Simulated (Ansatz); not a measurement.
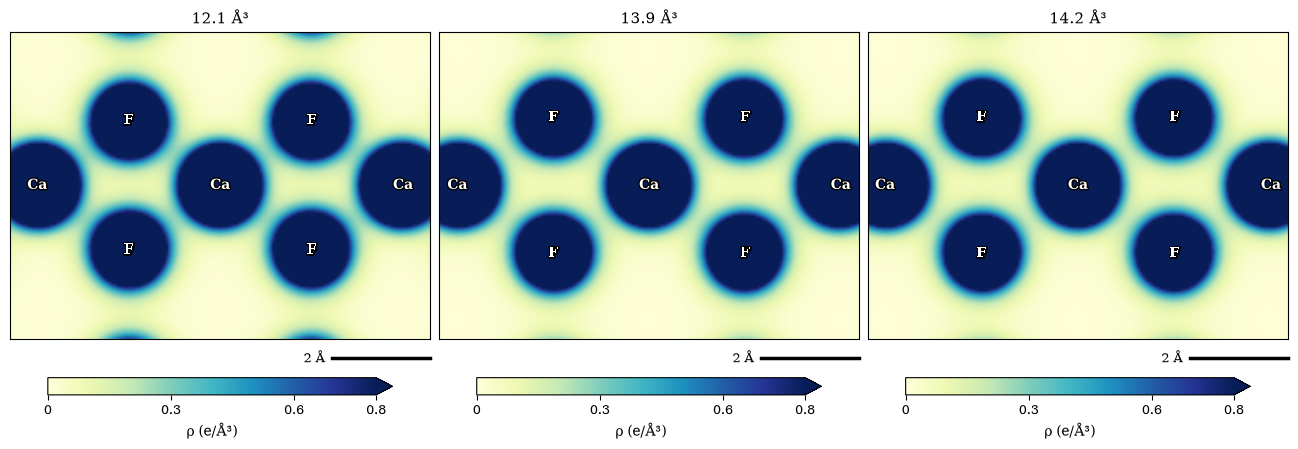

CaF$_{2}$. The valence electron density of cells scaled evenly to different volumes (given per atom above each panel), on the (11̄0) plane of each (indices in the axes of the cell below), at one length scale and on one colour scale.

Method: DFT PBE, scalar-relativistic, plane waves, PAW in Ansatz.

The density is the valence pseudo-density of a PAW calculation; it isn't the true density close to the nuclei.

The largest cell:

```cif
data_structure
_symmetry_space_group_name_H-M 'P 1'
_symmetry_Int_Tables_number 1
_cell_length_a 3.9226
_cell_length_b 3.9226
_cell_length_c 3.9226
_cell_angle_alpha 60.000
_cell_angle_beta 60.000
_cell_angle_gamma 60.000
_cell_volume 42.68
loop_
_atom_site_label
_atom_site_type_symbol
_atom_site_fract_x
_atom_site_fract_y
_atom_site_fract_z
_atom_site_occupancy
Ca1 Ca 0.00000 0.00000 0.00000 1
F1 F 0.25000 0.25000 0.25000 1
F2 F 0.75000 0.75000 0.75000 1
```

| volume (Å³/atom) | Ca–F contact in the plane (Å) | ρ at its midpoint (e/Å³) | pressure (GPa) | gap on the mesh (eV) | 
| --- | --- | --- | --- | --- |
| 12.11 | 2.277 | 0.279 | 15.0 | 8.01 | 
| 12.81 | 2.320 | ? | ? | ? | 
| 13.95 | 2.386 | 0.210 | 0.0 | 7.14 | 
| 14.23 | 2.402 | 0.203 | −1.5 | 7.03 | 

**What values belong in the row with question marks?**

Over the known rows ln ρ falls by 2.57 per Å of Ca–F distance (a least-squares line), which gives 0.250 e/Å³ at 2.320 Å; the calculation gives 0.250 e/Å³. For the pressure, a straight line in volume between the neighbouring rows gives 9.3 GPa; the calculation gives 8.0, lower because pressure rises ever faster on compression. For the gap on the mesh, a straight line in volume between the neighbouring rows gives 7.68 eV; the calculation gives 7.66.
